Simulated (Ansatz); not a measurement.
## Run report: Ti2O, geometry relaxation (part 1 of 2)

Ti2O (3 atoms in the cell), computed with DFT, r2SCAN, plane waves, PAW, no spin polarisation (Ansatz 0.2.0).

The structure derives from an entry of the Crystallography Open Database. Some settings of this run were made unusual or wrong on purpose. Figures and captions count atoms from 1; the log counts them from 0 in places.

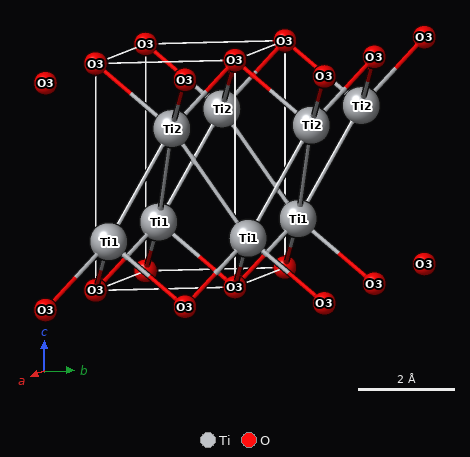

**Figure 1.** The starting structure (ball-and-stick view of the cell of the calculation, repeated 2 × 2 × 1, seen slightly off an axis; atoms are numbered from 1 in the order of the input).

**What the run reported**

| quantity | value |
| --- | --- |
| outcome | converged |
| space group (tolerance 0.01 Å) | P-3m1 (164) |
| electrons treated | 30 |
| free energy | −5581.5282 eV |
| Fermi energy | 13.650 eV |
| gap on the k-point mesh | none (metallic) |
| pressure | 0.04 GPa |
| final volume | 40.32 Å³ |
| largest force (length of the vector) at the end | 0.002 eV/Å |
| final cell | a = 3.042 Å, b = 3.042 Å, c = 5.030 Å, α = 90.00°, β = 90.00°, γ = 120.00° |
| hardware | 1 thread of Intel Xeon (Granite Rapids), 192 GiB of memory available, shared host |
| wall time | 1.8 min |
| peak memory | 0.79 GiB |

**What went wrong**

This input holds a deliberate fault: a smearing of electronvolts (`scf.occupations`). So wide a smearing fills empty bands and washes out gaps and moments. The run converged all the same; its numbers are those of the faulty input and shouldn't be used.

**The input**
```yaml
crystal:
  lattice:
    - [2.9550191569, 0.0, 0.0]
    - [-1.4775095785, 2.5591216586, 0.0]
    - [0.0, 0.0, 4.8003666711]
  atoms:
    - { symbol: Ti, position: [0.6666666667, 0.3333333333, 0.2676510079] }
    - { symbol: Ti, position: [0.3333333333, 0.6666666667, 0.7323489921] }
    - { symbol: O, position: [0.0, 0.0, 0.0] }
basis:
  ecutwfc: 500
kpoints:
  mp_grid: { grid: [18, 18, 10] }
hamiltonian:
  xc: r2scan
scf:
  occupations: { method: methfessel_paxton, width: 5.0 }
  max_iter: 75
output:
  forces: true
  eigenvalues: true
  stress: true
relax:
  adjacent_minimum: "off"
  f_tol: 0.01
  max_steps: 80
  cell: { stress_tol: 0.05 }
```

Command:
```bash
ansatz run input.yaml --threads 1 --pin off --max-ram 2560MiB --backend cpu --events-out ev --progress --plain --runs-dir out
```

**Output**
```
The last accepted step is kept in [file] (removed where the run ends without a failure and the disk answers)
band count auto-derived: 33 (N_el = 30.0; filled up to band 15; 19 by the electrons, moments and atoms)
Engine: ansatz 0.2.0, x86_64-unknown-linux-gnu
Pseudopotentials: kind: paw
Pseudopotential: Ti, paw, valence charge 12, recommended cutoff 500 eV (meta_gga), Ti.paw.azcp
Pseudopotential: O, paw, valence charge 6, recommended cutoff 500 eV (meta_gga), O.paw.azcp
Functional definition: r2SCAN
  parameter k0 = 0.174
  parameter k1 = 0.065
  parameter a1 = 4.9479
  exchange = r2scan_x(k0 = k0, k1 = k1, a1 = a1)
  correlation = r2scan_c
Crystal: 3 atoms, lattice volume = 36.302 Å³
Basis set: ecut = 500 eV, 941 PW (Γ), exchange–correlation on 96×96×144 points (64 copies of the dense FFT grid, shifted against one another)
Bands: 33, of which v1, the nominal top of the filled ones, is band 15 counted from 1 (14 counted from 0)
Symmetry: 12 space group operations
Space group: P-3m1 (ITA 164), of the structure as read, at distance tolerance 3.3e-5 Å
k-points: 330 of 3240
Non-local potential: Ti, projectors of the file, l = 0: 3, l = 1: 2, l = 2: 3, l = 3: 1
Non-local potential: O, projectors of the file, l = 0: 2, l = 1: 2, l = 2: 1
PAW form: soft (Blöchl's): semilocal exchange-correlation on the pseudo side does not see the compensation charge
PAW frozen core: Ti, regenerated for the run's functional (the file was generated under x = pbe(κ = 0.804, μ = 0.2195149727645171), c = pbe(β = 0.06672455060314922))
PAW frozen core: O, regenerated for the run's functional (the file was generated under x = pbe(κ = 0.804, μ = 0.2195149727645171), c = pbe(β = 0.06672455060314922))
PAW one-centre angular grid: Ti, 590 points (default); XC on 160 Gauss nodes
PAW one-centre angular grid: O, 302 points (default); XC on 160 Gauss nodes
Initial density: superposition of atomic densities (neutral atoms: chi_scale 0, normalization atom), corrected by the library's trained network
Initial wavefunctions: pseudopotential atomic-orbital guess
Functional: x = r2scan, c = r2scan; τ floored in thin density (d = 2e-4 eV/Å³)
SCF iter   1: F=—  HF=-5581.330825 eV  |F-HF|=—  |Δ(HF+E_count)|=         —  Δρ=3.68e-2  dr2=8.21e-1  dr2_τ=1.57e-1  ethr=1.77e-3  ⟨swp⟩=4.9  Hψ=44459  notcnv=0
preconditioner: auto → Kerker (q_TF=auto, 2.643 Å⁻¹)  [metal: Δε(μ)=0.016 eV  Ē_g=17.243 eV  σ=5.000 eV  W_gap=0.00  n_scr=10 (ndim 8)  ℏωp=23.1 eV  f_vac=0.000  D(μ)=2.29/eV (n_scr^D=22)]
SCF iter   2: F=—  HF=-5581.323206 eV  |F-HF|=—  |Δ(HF+E_count)|=   7.62e-3  S|Δr|=    0.00e0  Δρ=1.85e-2  dr2=2.56e-1  dr2_τ=7.30e-3  ethr=1.77e-3  ⟨swp⟩=1.0  Hψ=13530  notcnv=0
SCF iter   3: F=—  HF=-5581.276712 eV  |F-HF|=—  |Δ(HF+E_count)|=   4.65e-2  S|Δr|=    0.00e0  Δρ=5.61e-3  dr2=2.78e-2  dr2_τ=8.46e-4  ethr=8.54e-4  ⟨swp⟩=1.0  Hψ=10890  notcnv=0
SCF iter   4: F=—  HF=-5581.272731 eV  |F-HF|=—  |Δ(HF+E_count)|=   3.98e-3  S|Δr|=    0.00e0  Δρ=1.50e-3  dr2=1.35e-3  dr2_τ=6.06e-5  ethr=9.26e-5  ⟨swp⟩=1.0  Hψ=13530  notcnv=0
SCF iter   5: F=—  HF=-5581.272761 eV  |F-HF|=—  |Δ(HF+E_count)|=   2.93e-5  S|Δr|=    0.00e0  Δρ=4.16e-4  dr2=5.36e-5  dr2_τ=4.13e-6  ethr=4.49e-6  ⟨swp⟩=2.8  Hψ=16869  notcnv=0
SCF iter   6: F=—  HF=-5581.272778 eV  |F-HF|=—  |Δ(HF+E_count)|=   1.72e-5  S|Δr|=    0.00e0  Δρ=3.30e-4  dr2=3.20e-5  dr2_τ=4.62e-6  ethr=1.79e-7  ⟨swp⟩=2.8  Hψ=19721  notcnv=0
SCF iter   7: F=—  HF=-5581.272772 eV  |F-HF|=—  |Δ(HF+E_count)|=   6.03e-6  S|Δr|=    0.00e0  Δρ=5.62e-5  dr2=1.12e-6  dr2_τ=8.29e-8  ethr=1.07e-7  ⟨swp⟩=2.0  Hψ=14186  notcnv=0
SCF iter   8: F=-5581.272772 eV  HF=-5581.272772 eV  |F-HF|=1.88e-8  |Δ(HF+E_count)|=   5.54e-7  S|Δr|=    0.00e0  Δρ=1.60e-5  dr2=8.93e-8  dr2_τ=4.70e-9  ethr=3.33e-10  ⟨swp⟩=3.0  Hψ=38171  notcnv=0
SCF 1 converged in 8 iterations: F = -5581.272772 eV  dr2 = 8.93e-8
  greatest PAW one-centre occupation: 1.003 electrons in one spin orbital (limit 2), on the Ti atom at site 1 (counted from 0), in its partial waves of l = 1
relax step   1: F+E_penalty+E_count = -5581.27277232 eV  Δ(F+E_penalty+E_count) = +0.000e0 eV  max|allowed force component| = 1.320e0 eV/Å  Δτ_max = 0.0000 Å  P = +12.352 GPa  Ω = 36.302 Å³  (8 SCF iters, dr2 threshold 1.00e-7 eV, accepted)
Crystal: 3 atoms, lattice volume = 40.029 Å³
Basis set: ecut = 500 eV, 1039 PW (Γ), exchange–correlation on 96×96×144 points (64 copies of the dense FFT grid, shifted against one another)
Initial density: handed on by an earlier stage of this run
Initial wavefunctions: those handed on with the density
SCF iter   1: F=—  HF=-5581.185708 eV  |F-HF|=—  |Δ(HF+E_count)|=         —  Δρ=3.21e-2  dr2=1.30e0  dr2_τ=1.87e0  ethr=3.10e-3  ⟨swp⟩=4.4  Hψ=40234  notcnv=0
preconditioner: auto → Kerker (q_TF=auto, 2.600 Å⁻¹)  [metal: Δε(μ)=0.007 eV  Ē_g=13.741 eV  σ=5.000 eV  W_gap=0.00  n_scr=10 (ndim 8)  ℏωp=20.3 eV  f_vac=0.000  D(μ)=2.47/eV (n_scr^D=22)]
SCF iter   2: F=—  HF=-5581.596811 eV  |F-HF|=—  |Δ(HF+E_count)|=   4.11e-1  S|Δr|=    0.00e0  Δρ=1.41e-2  dr2=3.39e-1  dr2_τ=6.41e-3  ethr=3.10e-3  ⟨swp⟩=1.0  Hψ=13530  notcnv=0
SCF iter   3: F=—  HF=-5581.541376 eV  |F-HF|=—  |Δ(HF+E_count)|=   5.54e-2  S|Δr|=    0.00e0  Δρ=7.53e-3  dr2=1.08e-1  dr2_τ=1.96e-3  ethr=1.13e-3  ⟨swp⟩=1.0  Hψ=11010  notcnv=0
SCF iter   4: F=—  HF=-5581.515770 eV  |F-HF|=—  |Δ(HF+E_count)|=   2.56e-2  S|Δr|=    0.00e0  Δρ=2.82e-3  dr2=7.18e-3  dr2_τ=4.28e-4  ethr=3.58e-4  ⟨swp⟩=1.0  Hψ=13410  notcnv=0
SCF iter   5: F=—  HF=-5581.514642 eV  |F-HF|=—  |Δ(HF+E_count)|=   1.13e-3  S|Δr|=    0.00e0  Δρ=1.68e-3  dr2=6.25e-4  dr2_τ=1.32e-4  ethr=2.39e-5  ⟨swp⟩=1.4  Hψ=11883  notcnv=0
SCF iter   6: F=—  HF=-5581.514739 eV  |F-HF|=—  |Δ(HF+E_count)|=   9.65e-5  S|Δr|=    0.00e0  Δρ=3.57e-4  dr2=4.80e-5  dr2_τ=2.54e-6  ethr=2.08e-6  ⟨swp⟩=2.9  Hψ=16124  notcnv=0
SCF iter   7: F=—  HF=-5581.514759 eV  |F-HF|=—  |Δ(HF+E_count)|=   2.02e-5  S|Δr|=    0.00e0  Δρ=6.71e-5  dr2=2.23e-6  dr2_τ=1.35e-7  ethr=1.60e-7  ⟨swp⟩=2.7  Hψ=19812  notcnv=0
SCF iter   8: F=-5581.514760 eV  HF=-5581.514760 eV  |F-HF|=1.21e-8  |Δ(HF+E_count)|=   7.66e-7  S|Δr|=    0.00e0  Δρ=1.97e-5  dr2=1.74e-7  dr2_τ=5.93e-9  ethr=1.00e-9  ⟨swp⟩=6.0  Hψ=45825  notcnv=0
SCF 2 converged in 8 iterations: F = -5581.514760 eV  dr2 = 1.74e-7
relax step   2: F+E_penalty+E_count = -5581.51475955 eV  Δ(F+E_penalty+E_count) = -2.420e-1 eV  max|allowed force component| = 3.809e-1 eV/Å  Δτ_max = 0.1119 Å  P = +2.056 GPa  Ω = 40.029 Å³  energy of the carried Pulay correction = -2.905e-3 eV  (8 SCF iters, dr2 threshold 3.00e-7 eV, accepted)
Crystal: 3 atoms, lattice volume = 40.034 Å³
iter 1 solved again at ethr=1.77e-5 eV; its pass at ethr=3.10e-3 eV (dr2=5.31e-3 eV) is discarded
SCF iter   1: F=—  HF=-5581.513428 eV  |F-HF|=—  |Δ(HF+E_count)|=         —  Δρ=2.27e-3  dr2=5.33e-3  dr2_τ=1.87e-2  ethr=1.77e-5  ⟨swp⟩=1.6  Hψ=38935  notcnv=0
preconditioner: auto → Kerker (q_TF=auto, 2.600 Å⁻¹)  [metal: Δε(μ)=0.001 eV  Ē_g=16.130 eV  σ=5.000 eV  W_gap=0.00  n_scr=10 (ndim 8)  ℏωp=22.0 eV  f_vac=0.000  D(μ)=2.36/eV (n_scr^D=22)]
SCF iter   2: F=—  HF=-5581.522486 eV  |F-HF|=—  |Δ(HF+E_count)|=   9.06e-3  S|Δr|=    0.00e0  Δρ=1.11e-3  dr2=1.81e-3  dr2_τ=2.10e-5  ethr=1.77e-5  ⟨swp⟩=2.7  Hψ=15702  notcnv=0
SCF iter   3: F=—  HF=-5581.522157 eV  |F-HF|=—  |Δ(HF+E_count)|=   3.29e-4  S|Δr|=    0.00e0  Δρ=5.97e-4  dr2=3.03e-4  dr2_τ=1.01e-5  ethr=6.03e-6  ⟨swp⟩=1.0  Hψ=10890  notcnv=0
SCF iter   4: F=—  HF=-5581.522097 eV  |F-HF|=—  |Δ(HF+E_count)|=   6.00e-5  S|Δr|=    0.00e0  Δρ=2.82e-4  dr2=7.07e-5  dr2_τ=5.86e-6  ethr=1.01e-6  ⟨swp⟩=1.3  Hψ=12045  notcnv=0
SCF iter   5: F=—  HF=-5581.522083 eV  |F-HF|=—  |Δ(HF+E_count)|=   1.39e-5  S|Δr|=    0.00e0  Δρ=1.23e-4  dr2=3.76e-6  dr2_τ=6.35e-7  ethr=2.36e-7  ⟨swp⟩=1.1  Hψ=11015  notcnv=0
SCF iter   6: F=-5581.522084 eV  HF=-5581.522084 eV  |F-HF|=1.60e-7  |Δ(HF+E_count)|=   1.18e-6  S|Δr|=    0.00e0  Δρ=2.78e-5  dr2=1.47e-7  dr2_τ=1.87e-8  ethr=1.00e-9  ⟨swp⟩=3.7  Hψ=43978  notcnv=0
SCF 3 converged in 6 iterations: F = -5581.522084 eV  dr2 = 1.47e-7
relax step   3: F+E_penalty+E_count = -5581.52208409 eV  Δ(F+E_penalty+E_count) = -7.325e-3 eV  max|allowed force component| = 1.816e-1 eV/Å  Δτ_max = 0.0116 Å  P = +1.375 GPa  Ω = 40.034 Å³  energy of the carried Pulay correction = -2.909e-3 eV  (6 SCF iters, dr2 threshold 3.00e-7 eV, accepted)
Crystal: 3 atoms, lattice volume = 40.243 Å³
iter 1 solved again at ethr=4.76e-6 eV; its pass at ethr=3.10e-3 eV (dr2=1.43e-3 eV) is discarded
SCF iter   1: F=—  HF=-5581.519520 eV  |F-HF|=—  |Δ(HF+E_count)|=         —  Δρ=1.32e-3  dr2=1.42e-3  dr2_τ=1.04e-2  ethr=4.76e-6  ⟨swp⟩=2.3  Hψ=42396  notcnv=0
preconditioner: auto → Kerker (q_TF=auto, 2.598 Å⁻¹)  [metal: Δε(μ)=0.003 eV  Ē_g=16.052 eV  σ=5.000 eV  W_gap=0.00  n_scr=10 (ndim 8)  ℏωp=21.9 eV  f_vac=0.000  D(μ)=2.37/eV (n_scr^D=22)]
SCF iter   2: F=—  HF=-5581.524730 eV  |F-HF|=—  |Δ(HF+E_count)|=   5.21e-3  S|Δr|=    0.00e0  Δρ=7.28e-4  dr2=5.34e-4  dr2_τ=8.51e-6  ethr=4.72e-6  ⟨swp⟩=2.6  Hψ=19365  notcnv=0
SCF iter   3: F=—  HF=-5581.524671 eV  |F-HF|=—  |Δ(HF+E_count)|=   5.83e-5  S|Δr|=    0.00e0  Δρ=6.82e-4  dr2=1.57e-4  dr2_τ=1.95e-5  ethr=1.78e-6  ⟨swp⟩=1.2  Hψ=11618  notcnv=0
SCF iter   4: F=—  HF=-5581.524640 eV  |F-HF|=—  |Δ(HF+E_count)|=   3.15e-5  S|Δr|=    0.00e0  Δρ=2.64e-4  dr2=4.16e-5  dr2_τ=1.12e-6  ethr=5.22e-7  ⟨swp⟩=1.0  Hψ=10890  notcnv=0
SCF iter   5: F=—  HF=-5581.524629 eV  |F-HF|=—  |Δ(HF+E_count)|=   1.04e-5  S|Δr|=    0.00e0  Δρ=7.85e-5  dr2=1.99e-6  dr2_τ=3.36e-7  ethr=1.39e-7  ⟨swp⟩=2.9  Hψ=17681  notcnv=0
SCF iter   6: F=-5581.524629 eV  HF=-5581.524629 eV  |F-HF|=7.23e-8  |Δ(HF+E_count)|=   6.18e-8  S|Δr|=    0.00e0  Δρ=3.34e-5  dr2=2.60e-7  dr2_τ=2.48e-8  ethr=1.00e-9  ⟨swp⟩=2.4  Hψ=37848  notcnv=0
SCF 4 converged in 6 iterations: F = -5581.524629 eV  dr2 = 2.60e-7
relax step   4: F+E_penalty+E_count = -5581.52462945 eV  Δ(F+E_penalty+E_count) = -2.545e-3 eV  max|allowed force component| = 6.637e-3 eV/Å  Δτ_max = 0.0083 Å  P = +0.241 GPa  Ω = 40.243 Å³  energy of the carried Pulay correction = -3.063e-3 eV  (6 SCF iters, dr2 threshold 3.00e-7 eV, accepted)
Crystal: 3 atoms, lattice volume = 40.316 Å³
iter 1 solved again at ethr=1.47e-7 eV; its pass at ethr=3.10e-3 eV (dr2=4.40e-5 eV) is discarded
SCF iter   1: F=—  HF=-5581.524536 eV  |F-HF|=—  |Δ(HF+E_count)|=         —  Δρ=2.16e-4  dr2=4.47e-5  dr2_τ=7.18e-5  ethr=1.47e-7  ⟨swp⟩=2.0  Hψ=45008  notcnv=0
preconditioner: auto → Kerker (q_TF=auto, 2.597 Å⁻¹)  [metal: Δε(μ)=0.006 eV  Ē_g=16.045 eV  σ=5.000 eV  W_gap=0.00  n_scr=10 (ndim 8)  ℏωp=21.9 eV  f_vac=0.000  D(μ)=2.37/eV (n_scr^D=22)]
SCF iter   2: F=—  HF=-5581.524642 eV  |F-HF|=—  |Δ(HF+E_count)|=   1.06e-4  S|Δr|=    0.00e0  Δρ=9.53e-5  dr2=9.97e-6  dr2_τ=5.04e-7  ethr=1.47e-7  ⟨swp⟩=2.9  Hψ=18387  notcnv=0
SCF iter   3: F=—  HF=-5581.524641 eV  |F-HF|=—  |Δ(HF+E_count)|=   1.37e-6  S|Δr|=    0.00e0  Δρ=5.02e-5  dr2=4.39e-6  dr2_τ=1.35e-7  ethr=3.32e-8  ⟨swp⟩=1.0  Hψ=10890  notcnv=0
SCF iter   4: F=—  HF=-5581.524640 eV  |F-HF|=—  |Δ(HF+E_count)|=   8.13e-7  S|Δr|=    0.00e0  Δρ=2.18e-5  dr2=4.34e-7  dr2_τ=3.13e-8  ethr=1.46e-8  ⟨swp⟩=1.0  Hψ=10890  notcnv=0
SCF iter   5: F=-5581.524640 eV  HF=-5581.524640 eV  |F-HF|=1.57e-8  |Δ(HF+E_count)|=   8.88e-8  S|Δr|=    0.00e0  Δρ=9.32e-6  dr2=4.48e-8  dr2_τ=3.57e-9  ethr=8.55e-10  ⟨swp⟩=3.8  Hψ=34343  notcnv=0
SCF 5 converged in 5 iterations: F = -5581.524640 eV  dr2 = 4.48e-8
relax step   5: F+E_penalty+E_count = -5581.52463972 eV  Δ(F+E_penalty+E_count) = -1.027e-5 eV  max|allowed force component| = 2.260e-3 eV/Å  Δτ_max = 0.0002 Å  P = +0.010 GPa  Ω = 40.316 Å³  energy of the carried Pulay correction = -3.117e-3 eV  (5 SCF iters, dr2 threshold 2.57e-7 eV, accepted)
Basis set: ecut = 500 eV, 1039 PW (Γ), exchange–correlation on 96×96×160 points (64 copies of the dense FFT grid, shifted against one another)
Initial wavefunctions: pseudopotential atomic-orbital guess (no wavefunctions were taken with the density)
iter 1 solved again at ethr=2.32e-8 eV; its pass at ethr=3.10e-3 eV (dr2=6.97e-6 eV) is discarded
```
